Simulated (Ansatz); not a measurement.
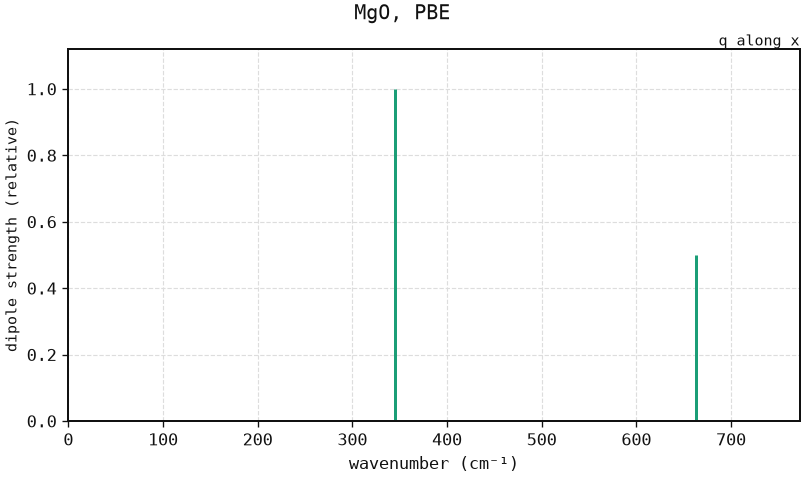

**Figure.** Polar optical modes, transverse and longitudinal, approaching the zone centre along x for MgO, space group Fm-3m (No. 225). The spectrum is scaled to its strongest line.

The transverse (TO, twofold) lines lie at 345.4 and the longitudinal (LO) ones at 662.8 cm⁻¹, the same along x, y and z by the cubic symmetry.

How it was computed, with Ansatz 0.2.0: optical phonons of an insulator on the approach to the zone centre along x, y and z with the field of polar modes, imaginary frequencies are negative, field response on a mesh refined by the program; plane waves with PAW datasets. Level: PBE, no spin polarisation.

wave cutoff 420 eV; k mesh 10×10×10; occupations fixed; pressure −3 GPa.

Structure:
```
Mg O
1.0
     0.00000    2.14180    2.14180
     2.14180    0.00000    2.14180
     2.14180    2.14180    0.00000
Mg O
1 1
Direct
  0.00000 0.00000 0.00000
  0.50000 0.50000 0.50000
```

Input of the run:
```
crystal:
  lattice:
    - [0.0, 2.1417990665, 2.1417990665]
    - [2.1417990665, 0.0, 2.1417990665]
    - [2.1417990665, 2.1417990665, 0.0]
  atoms:
    - { symbol: Mg, position: [0.0, 0.0, 0.0] }
    - { symbol: O, position: [0.5, 0.5, 0.5] }
basis:
  ecutwfc: 420
kpoints:
  mp_grid: { grid: [10, 10, 10] }
hamiltonian:
  xc: pbe
scf:
  occupations: { method: fixed }
output:
  eigenvalues: true
phonons:
  method: dfpt
  dielectric: true
  rigid_motions: translations
  eigenvectors: true
```

Command:
```bash
ansatz run input.yaml --threads 1 --pin off --max-ram 3072MiB --backend cpu --events-out ev --progress --plain --runs-dir out
```
